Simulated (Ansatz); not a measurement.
**A Fermi-surface study of La in space group P6_3/mmc**

The calculation's input:

```yaml
crystal:
  lattice:
    - [3.75, 0.0, 0.0]
    - [-1.875, 3.24759526, 0.0]
    - [0.0, 0.0, 6.07]
  atoms:
    - { symbol: La, position: [0.33333333, 0.66666667, 0.25] }
    - { symbol: La, position: [0.66666667, 0.33333333, 0.75] }
basis:
  ecutwfc: 420
kpoints:
  mp_grid: { grid: [12, 12, 8] }
hamiltonian:
  xc: pbe
scf:
  occupations: { method: gaussian, width: 0.05 }
output:
  forces: true
  eigenvalues: true
  eigenstates:
    nscf_kmesh: { grid: [30, 30, 16] }
    top_band: c6
    de_dk: true
    localisation: false
  stress: true
checkpoint:
  write: ck
  compress: false
  write_wavefunctions: false
  write_every: 100000
```

Run with:

```sh
ansatz run input.yaml --threads 1 --pin off --max-ram 3072MiB --backend cpu --events-out ev --progress --plain --runs-dir out
```

Method: Ansatz 0.2.0, DFT PBE, scalar-relativistic, plane waves, PAW; levels and slopes on a dense k mesh at the converged density. No spin polarisation. Mesh 30×30×16, interpolated with the band slopes. The geometry was not relaxed.

## 1. The sheets

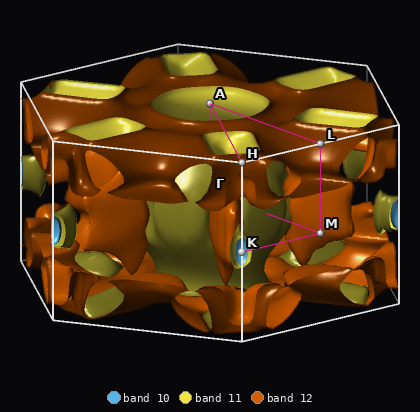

Computed Fermi surface of this crystal. Each colour is one band. The brighter face of a sheet looks towards empty states.

Q: Summarise the topology of this Fermi surface.

A: Three bands cross the Fermi level; this is a three-dimensional metal.

Band 10: specks under 0.04 % of the zone, which the mesh doesn't resolve and which may come from the interpolation.
Band 11: six hole pockets on the H–A line (each 0.32 % of the zone), two hole pockets centred at K (each 0.17 % of the zone) and one open hole tube parallel to Γ–A.
Band 12: six electron pockets on the K–Γ line (each 0.60 % of the zone) and an open sheet between a empty part that runs through the repeated zones in all directions and a filled one that does so in two.
A pocket cut by a face of the zone is counted once with the part on the opposite face.
The shape of the surface of band 10 and band 12 changes its kind within 0.05 eV of this level, so small parts may appear, vanish, join or separate.

Q: How large are the density of states and the plasma frequency?

A: The density of states at the Fermi level is 4.0 states/eV per primitive cell. The intraband plasma frequencies along the cartesian axes x, y and z of the cell as given are 4.2, 4.2 and 3.9 eV.

## 2. Cuts and bands

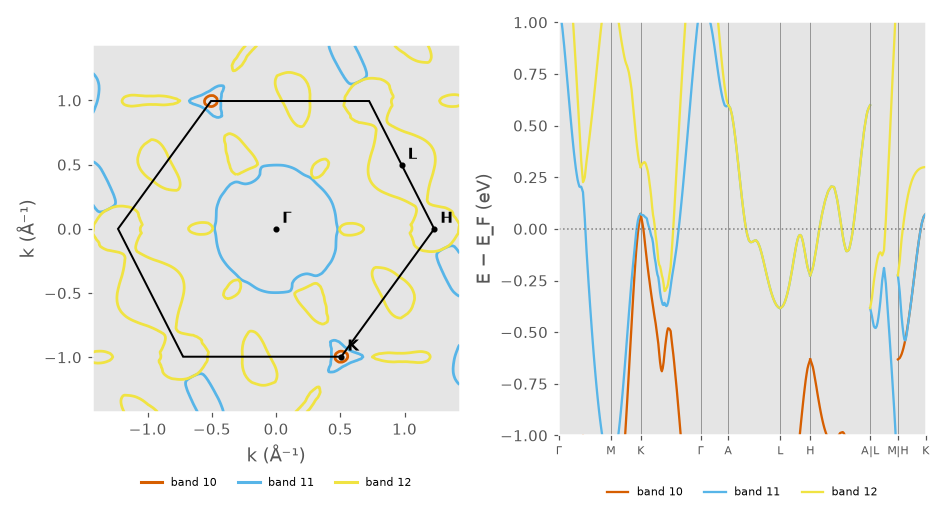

This crystal: cut through the Fermi surface in the plane through Γ, H and L, and the bands that cross the Fermi level.

Q: Give each band's level at the labelled points, in eV from the Fermi level.

A:
```json
{"band": "band 10", "Γ": "below", "A": "below", "K": "+0.07", "H": "−0.63", "M": "below", "L": "below"}
{"band": "band 11", "Γ": "above", "A": "+0.60", "K": "+0.07", "H": "−0.23", "M": "below", "L": "−0.38"}
{"band": "band 12", "Γ": "above", "A": "+0.60", "K": "+0.30", "H": "−0.23", "M": "above", "L": "−0.38"}
```

Negative values are filled states; "above" and "below" lie outside the plotted window.

## 3. Speeds

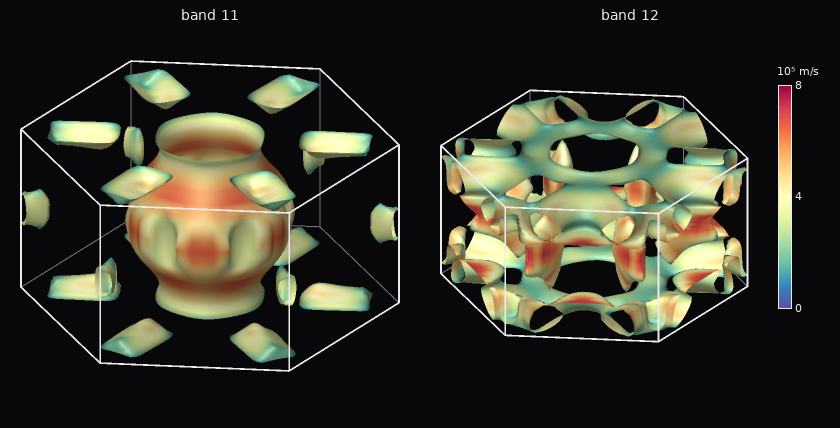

Fermi surface of this crystal (the two sheets of greatest area among three bands), coloured by the Fermi speed.

Q: How fast are the electrons on each sheet?

A: Band 11: 1.8 to 6.3 × 10⁵ m/s over most of the sheet, 3.7 × 10⁵ m/s on average over states. Band 12: 1.8 to 6.7 × 10⁵ m/s over most of the sheet, 3.5 × 10⁵ m/s on average over states.

Q: Which of these bands adds most to the density of states at the Fermi level?

A: Band 12, with 2.8 of 4.0 states/eV per cell.

Spin-orbit coupling is left out; with La it can split, shift or remove sheets. Necks and pockets thinner than about two mesh steps aren't resolved, so separate pockets may in truth be joined.

Cost: 32 s on 1 thread of AMD EPYC 7B13 (Zen 3) (shared host), peak memory 0.78 GiB.
